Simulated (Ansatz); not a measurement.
```
CELL_PARAMETERS angstrom
4.03413 0.00000 0.00000
-2.01706 3.49366 0.00000
0.00000 0.00000 2.47359
ATOMIC_POSITIONS crystal
Co 0.00000 0.00000 0.00000
Co 0.33333 0.66667 0.50000
Co 0.66667 0.33333 0.50000
```

Space group P6/mmm; set up as Co, omega (AlB2-type); a generated structure, not necessarily the stable one; changed on purpose from its base cell (volume × 1.08); computed pressure about −14 GPa in this cell; computed without spin polarisation.

Computed with Ansatz, DFT, revPBE, plane waves (420 eV) with PAW, scalar-relativistic.

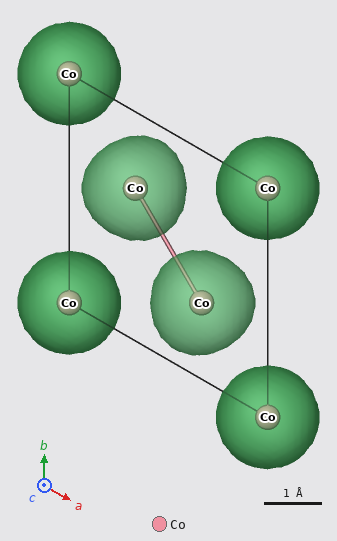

Co. Isosurface of the valence charge density (pseudo) at 0.6 e/Å³ (green), seen along the c axis. Sticks mark near contacts.

In a PAW calculation such maps are meaningful between the atoms, not at the nuclei.

**Which contacts does the surface bridge?**

At this value the density breaks into separate islands; it holds about 85 % of the electrons treated as valence (semicore included). It bridges none of the near contacts. It is pinched off along the shortest Co–Co (2.33 Å) and Co–Co (2.47 Å) contacts. On the grid the lowest density along these lines, outside the cores, is 0.44 e/Å³ (Co–Co, 2.33 Å) and 0.34 e/Å³ (Co–Co, 2.47 Å).

**Does the calculation make it a metal, or give it a gap?**

It is metallic or semimetallic at this level of theory: no gap opens.
